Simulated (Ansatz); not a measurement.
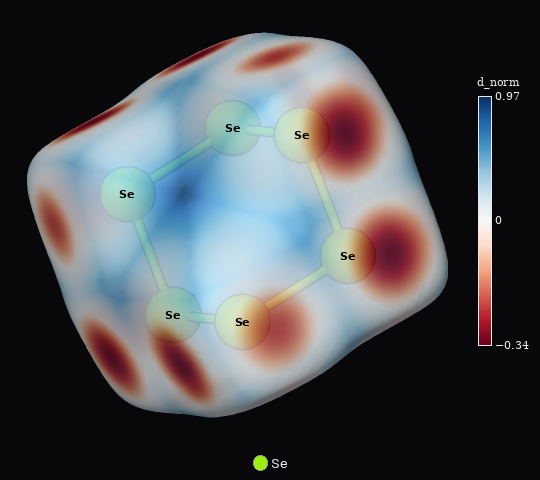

Hirshfeld surface computed for the Se6 molecule in Se (R-3), coloured by d_norm.

The surface is where the fragment's share of the procrystal density (the sum of the densities of spherically averaged neutral Hartree-Fock atoms) equals one half. d_i and d_e are the distances from the surface to the nearest nucleus inside and outside; d_norm adds both, each measured against its van der Waals radius (Alvarez: Se 1.82 Å), so red marks contacts shorter than the sum of radii, white equal and blue longer.

Source of the atomic positions: the end point of a relaxation with DFT PBEsol, scalar-relativistic, plane waves, PAW in Ansatz.

Space group R-3:H (No. 148). a = 10.699 Å, b = 10.699 Å, c = 4.562 Å, α = 90.00°, β = 90.00°, γ = 120.00°
| atom | site | symmetry | x | y | z |
| --- | --- | --- | --- | --- | --- |
| Se | 18f | 1 | 0.1764 | 0.2172 | 0.1267 |

### Which contact with the surroundings is the closest relative to the atoms' sizes?

Se···Se at 3.02 Å, 83 % of the sum of the van der Waals radii.

### How is the surface shared among contacts (both directions of a pair summed)?

Se···Se 100 %.

### Give the size and shape of the surface.

It encloses about 143 Å³, has an area of about 147 Å² and a globularity of 0.90 (1 for a sphere).
